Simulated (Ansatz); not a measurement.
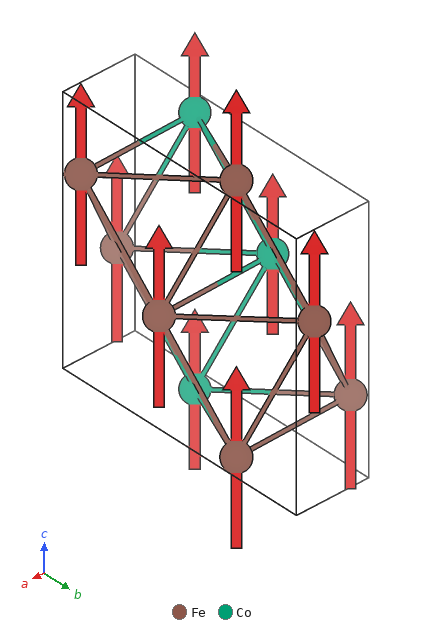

Ball-and-stick drawing of the structure, looking slightly off an axis. Lines trace the edges of the simulation cell. Arrows are the site magnetic moments above 0.25 μB; longer means larger, and red and blue are up and down (without spin-orbit coupling the axis itself is arbitrary).

This is the state reached for Fe2Co. Run with DFT PBE, scalar-relativistic, plane waves, PAW in Ansatz 0.2.0 and these settings: a basis cut at 420 eV, 8×9×9 k-mesh, Gaussian smearing of 0.1 eV, collinear spins.

> Which kind of magnetic order is this?

Ferromagnetic (within this cell). Site moments: 4 Fe +2.5 to +2.7 μB and 2 Co +1.7 μB. The net spin moment of the whole cell is 13.4 μB, including what lies between the atoms and on sites without an arrow.

The model was built from a structure listed in the Materials Project, with elements exchanged, so it need not be a known form of the compound. The structure drawn was relaxed with DFT PBE, scalar-relativistic, plane waves, PAW in Ansatz.
